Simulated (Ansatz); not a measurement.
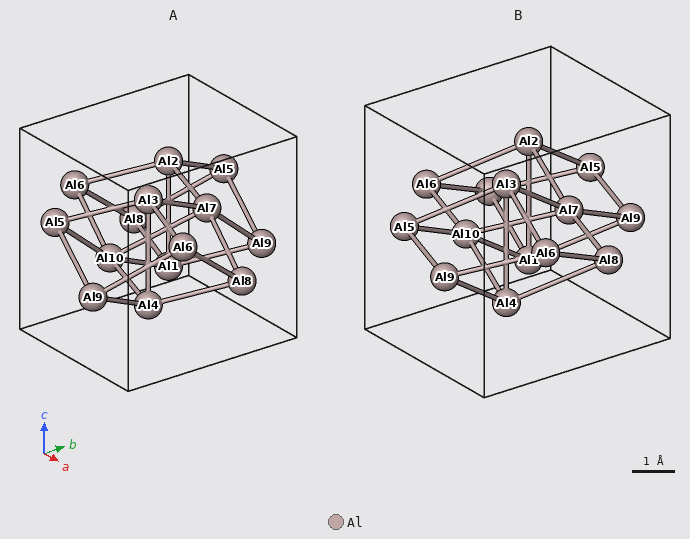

Two geometries of crystalline Al (a generated structure, set up in P-31m) (coarse preliminary run), drawn at one scale. One is the start of a relaxation, the other its converged end. Style: ball-and-stick. Shown: the cell of the calculation, slightly off an axis.

All numbers below come from DFT PBE, scalar-relativistic, plane waves, PAW (Ansatz 0.2.0). Settings: plane-wave cutoff 420 eV; k-point mesh 3 × 3 × 4; occupations gaussian; smearing width 0.1 eV; no spin polarisation; cell and atoms relaxed; force threshold 0.04 eV/Å; at most 70 steps.

Which geometry has the lower energy?

Answer. Structure B is the relaxed one. The energy falls by 298 meV per atom in 5 accepted moves (7 points after the start). Largest force component: 1.7 eV/Å at the start, 0.014 eV/Å at the end. Pressure: 15.89 GPa at the start and −0.09 GPa at the end. At 2 points the geometry stayed and the basis and grid were re-selected for the new cell (energy shift of 6.9 meV per atom at most each time). The largest moves relative to the cell, 0.40 Å, are those of Al5, Al6, Al7, Al8, Al9 and Al10. Al8 goes roughly along +c. The volume changes by +35.1 %, with a = b 6.791 → 7.483 Å (+10.2 %), c 5.038 → 5.607 Å (+11.3 %). Among the contacts that change: Al1–Al10 2.385 → 2.752 Å, Al1–Al2 2.640 → 2.971 Å, Al1–Al2 (another image) 2.398 → 2.636 Å, Al5–Al9 2.723 → 2.618 Å. Bond angles that change, for instance: Al8–Al7–Al9 95.8° → 113.3°, Al8–Al7–Al10 97.1° → 113.4°, Al5–Al3–Al6 112.7° → 103.9°. The space group stays P-31m (No. 162).
